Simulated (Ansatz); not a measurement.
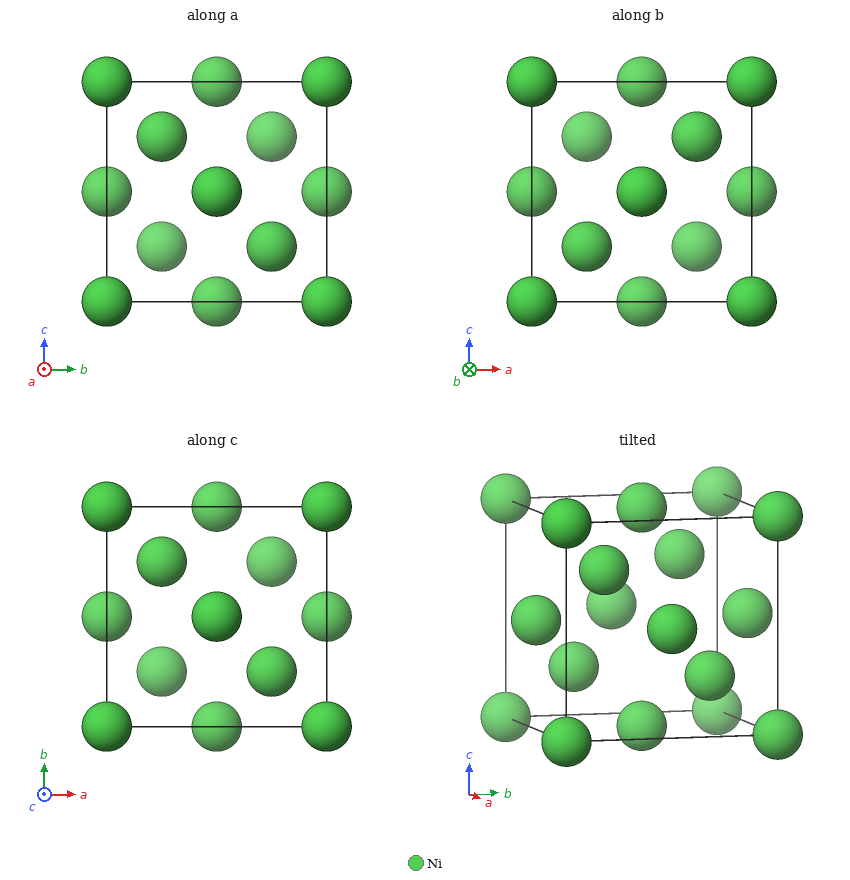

The figure gives a spheres-only picture of the atoms, viewed along the a axis, along the b axis, along the c axis and slightly off an axis. The conventional unit cell is outlined; an atom on or near a face, edge or corner is repeated at each equivalent position.

Lattice parameters: a = 5.3628 Å, b = 5.3628 Å, c = 5.3628 Å, α = 90.000°, β = 90.000°, γ = 90.000°.

Reconstruct the structure as a CIF in P1 with every atom of the cell.

```cif
data_structure
_symmetry_space_group_name_H-M 'P 1'
_symmetry_Int_Tables_number 1
_cell_length_a 5.3628
_cell_length_b 5.3628
_cell_length_c 5.3628
_cell_angle_alpha 90.000
_cell_angle_beta 90.000
_cell_angle_gamma 90.000
_cell_volume 154.23
loop_
_atom_site_label
_atom_site_type_symbol
_atom_site_fract_x
_atom_site_fract_y
_atom_site_fract_z
_atom_site_occupancy
Ni1 Ni 0.7500 0.7500 0.2500 1
Ni2 Ni 0.0000 0.5000 0.5000 1
Ni3 Ni 0.7500 0.2500 0.7500 1
Ni4 Ni 0.0000 0.0000 0.0000 1
Ni5 Ni 0.2500 0.7500 0.7500 1
Ni6 Ni 0.5000 0.5000 0.0000 1
Ni7 Ni 0.2500 0.2500 0.2500 1
Ni8 Ni 0.5000 0.0000 0.5000 1
```

The structure was taken from a structure type filled with this element by a generator (whether the element takes this form wasn't checked). Earlier steps of the study may have refined or changed the cell and positions. Ansatz was used for an electronic-structure calculation on it.

At this level of theory the cell isn't at rest (stretched, at -7 GPa), so its distances can differ from those at equilibrium, the more so the softer the solid.
